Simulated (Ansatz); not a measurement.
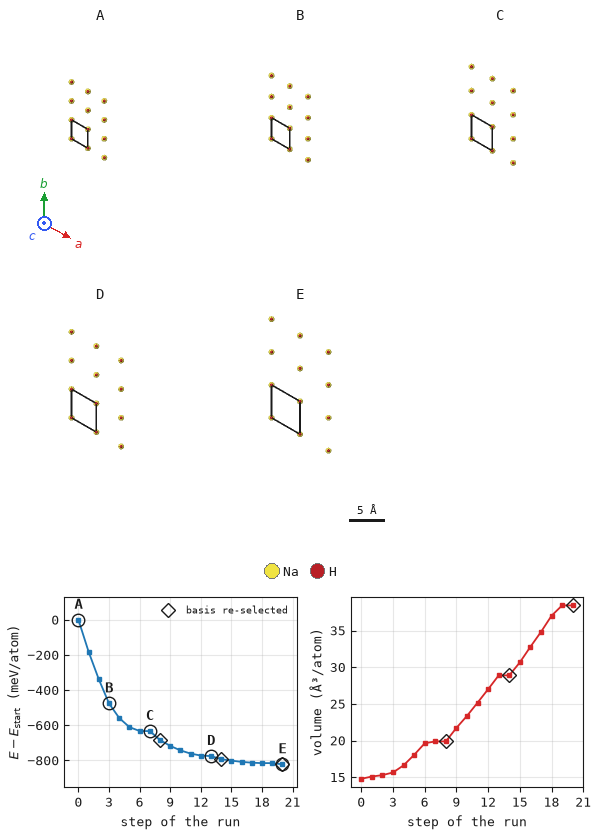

Frames of a relaxation of solid NaH (a generated structure, set up in P6/mmm) (coarse preliminary run), marked on the history of the run. A ball-and-stick model of the cell of the calculation, repeated 2 × 3 × 1 with one cell outlined, seen along the c axis.

Level of theory: DFT PBE, scalar-relativistic, plane waves, PAW in Ansatz.

Input
```yaml
crystal:
  lattice:
    - [2.71460677, 0.0, 0.0]
    - [-1.35730338, 2.35091842, 0.0]
    - [0.0, 0.0, 4.63466192]
  atoms:
    - { symbol: Na, position: [0.0, 0.0, 0.5] }
    - { symbol: H, position: [0.0, 0.0, 0.0] }
basis:
  ecutwfc: 420
kpoints:
  mp_grid: { grid: [9, 9, 4] }
hamiltonian:
  xc: pbe
scf:
  occupations: { method: gaussian, width: 0.1 }
  lower_state_search: "off"
output:
  forces: true
  stress: true
  eigenvalues: true
relax:
  adjacent_minimum: "off"
  f_tol: 0.04
  max_steps: 70
  cell: { stress_tol: 0.4 }
```

Command:
```bash
ansatz run input.yaml --threads 1 --pin off --max-ram 2048MiB --backend cpu --events-out ev --progress --plain --runs-dir out
```

Question: What happens along the run?

Answer: No atom moves by more than 0.005 Å relative to the cell. The drawn cell changes as follows: a = b 2.715 → 4.717 Å (+73.8 %), c 4.635 → 3.988 Å (−14.0 %); the volume changes by +159.8 %. Among the contacts that change: Na1–Na1 2.715 → 4.717 Å, Na1–H2 2.317 → 1.994 Å. The space group stays P6/mmm (No. 191). The energy falls by 822 meV per atom in 17 accepted moves (20 points after the start). All forces vanish by symmetry, so only the cell relaxes. Pressure: 5.11 GPa at the start and 0.19 GPa at the end. At 3 points the geometry stayed and the basis and grid were re-selected for the new cell (energy shift of 50.9 meV per atom at most each time). Cost: 22 s on 1 thread of Arm Neoverse V2 (shared host), peak memory 0.3 GiB. From step 0 to 3: volume +5.8 %, energy −476 meV per atom. From step 3 to 7: volume +27.1 %, energy −157 meV per atom. From step 7 to 13: volume +45.3 %, energy −142 meV per atom. From step 13 to 20: volume +33.0 %, energy −47.0 meV per atom.
